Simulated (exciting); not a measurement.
AlN

```
Al N
1.0
    -3.08863    3.56645    2.52186
     0.00000   -1.78322    2.52186
     3.08863    0.00000    0.00000
Al N
2 2
Direct
  0.98713 0.00000 0.98802
  0.48713 0.50000 0.98802
  0.75512 0.50190 0.76262
  0.25512 0.00190 0.76262
```

Space group P1; a structure from a database of computed crystals, not necessarily the ambient phase.

These are results of Kohn-Sham DFT of a periodic cell, APBE with D2, all-electron LAPW+lo, shipped species files (exciting sodium), not measurements.

### What can the converged electron density and electron localisation function tell about the bonding?

Al–N (1.85 Å): the density is about 0.74 e/Å³ at the midpoint; the ELF peaks at about 0.85 in the valence shell of N, 0.6 Å from its nucleus, and is about 0.45 at the midpoint.

### Does the calculation make it a metal, or give it a gap?

It is gapped, with a Kohn–Sham gap of 3.7 eV on the k-point mesh (the band edges may lie off the mesh, which would make the gap smaller).

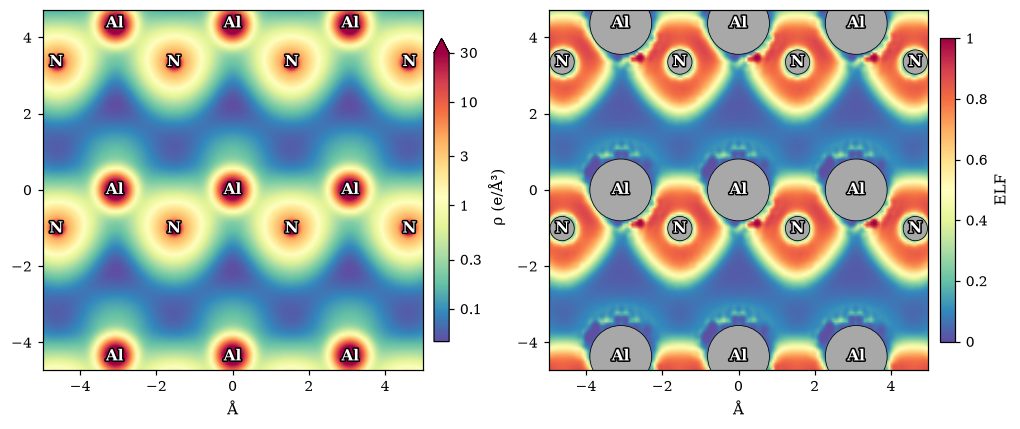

Computed electron density and electron localisation function on the (101̄) plane of the standardised cell, in this order. Grey discs cover the atomic cores in the ELF map. 

The calculation treats all electrons.
